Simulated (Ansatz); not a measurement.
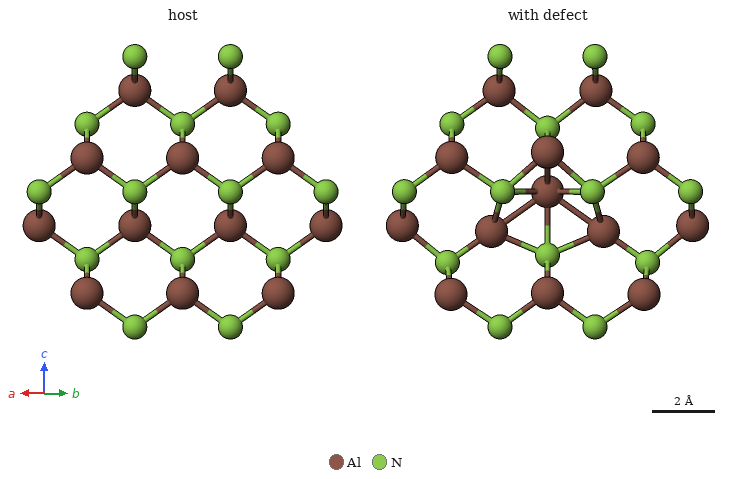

Left: perfect AlN. Right: the same region with one point defect, after relaxing the atoms in a supercell of 64 sites. A ball-and-stick model of the atoms within 5.4 Å of one point, in a slice 3.4 Å thick across the line of sight, seen along [110].

These are results of DFT, PBEsol, PAW, plane waves in Ansatz 0.2.0, not measurements. Settings: plane-wave cutoff 420 eV; k-point mesh 1 × 1 × 1; mesh shifted by (0.25, 0.25, 0.25); no spin polarisation. Fermi-Dirac smearing of 0.01 eV. A uniform background neutralises the charged cell. The axes drawn are those of the host's conventional cell.

Which defect is it?

An extra aluminium atom is put between the host's atoms (an interstitial).

The charge state of the cell is +3.

What does the relaxation do around it?

The Al atom starts with 4 Al at 1.89 to 1.90 Å, 6 N at 2.18 to 2.19 Å around its place and ends with 6 N at 2.05 to 2.06 Å, 4 Al at 2.22 Å. Of the host's atoms, an aluminium atom moves furthest from its site, by 0.33 Å.

Limits of the set-up: the cell is charged, on a uniform background, and energies carry no finite-size correction.
